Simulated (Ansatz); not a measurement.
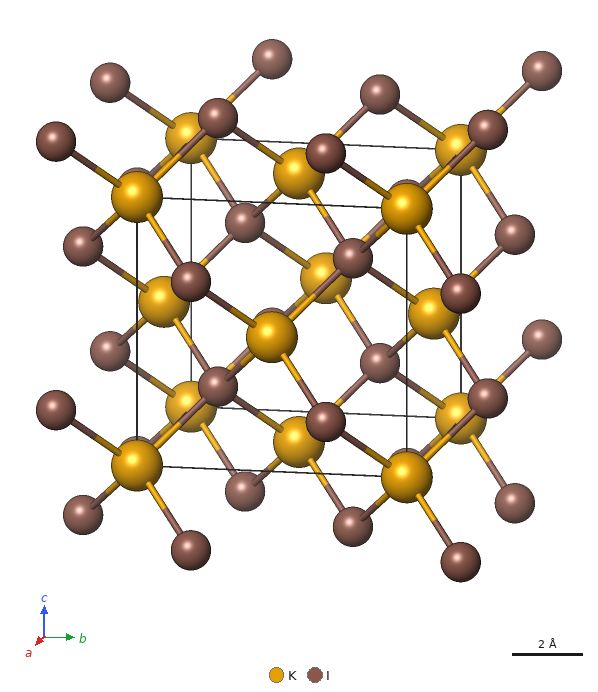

The starting point is a crystal of KI (built on the zincblende type) at its r2SCAN-relaxed geometry. Style: ball-and-stick. Shown: the conventional cell (4 times the calculation's cell), slightly off an axis. Lengths and directions refer to the drawn axes.

Method: DFT, r2SCAN, plane waves, PAW (Ansatz). Settings: plane-wave cutoff 500 eV; k-point mesh 6 × 6 × 6; occupations fixed; no spin polarisation.

Change: The cell is strained by −2.0 % along b and +1.0 % across it (volume 0.0 %). The atoms and the free axis were relaxed with r2SCAN under that strain, and this is a single point on that geometry.

The input:
```yaml
crystal:
  lattice:
    - [0.0, 4.005553145, 3.8880912135]
    - [4.005553145, 0.0, 3.8880912135]
    - [4.005553145, 4.005553145, 0.0]
  atoms:
    - { symbol: K, position: [0.0, 0.0, 0.0] }
    - { symbol: I, position: [0.25, 0.25, 0.25] }
kpoints:
  mp_grid: { grid: [6, 6, 6] }
  band_path:
    path:
      - [0.0, 0.0, 0.0]
      - [-0.5, -0.5, 0.0]
      - [-0.375, -0.375, 0.25]
      - [-0.375, 0.0, 0.375]
      - [0.0, 0.0, 0.5]
      - [-0.5, -0.25, 0.25]
    npoints: 1
hamiltonian:
  xc: r2scan
scf:
  occupations: { method: fixed }
  n_extra_bands: 4
output:
  forces: true
  stress: true
  eigenvalues: true
```

Command:
```bash
ansatz run input.yaml --threads 2 --pin off --max-ram 2211MiB --backend cpu --events-out ev --progress --plain --runs-dir out
```

What is the effect?

Answer. The energy changes by less than 1 meV per atom. Pressure: 0.0 GPa before, 0.0 GPa after. All forces vanish by symmetry. The space group (tolerance 0.01 Å) goes from F-43m (No. 216) to I-4m2 (No. 119).

Drawn alike, the variant:

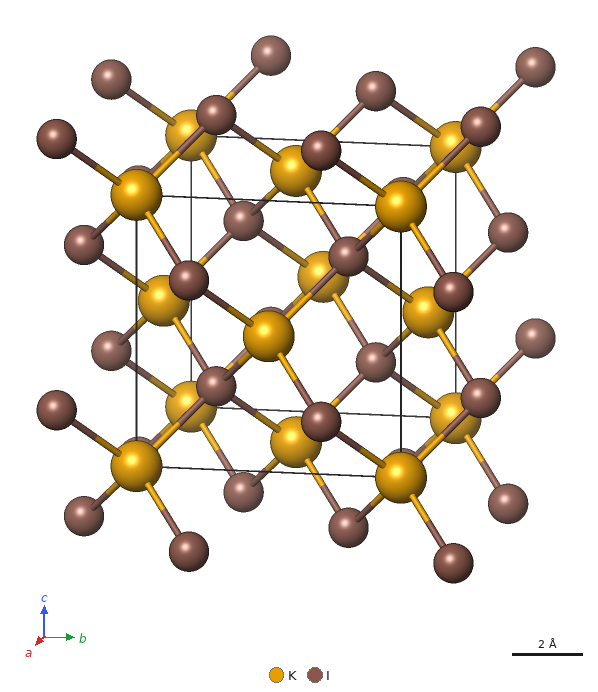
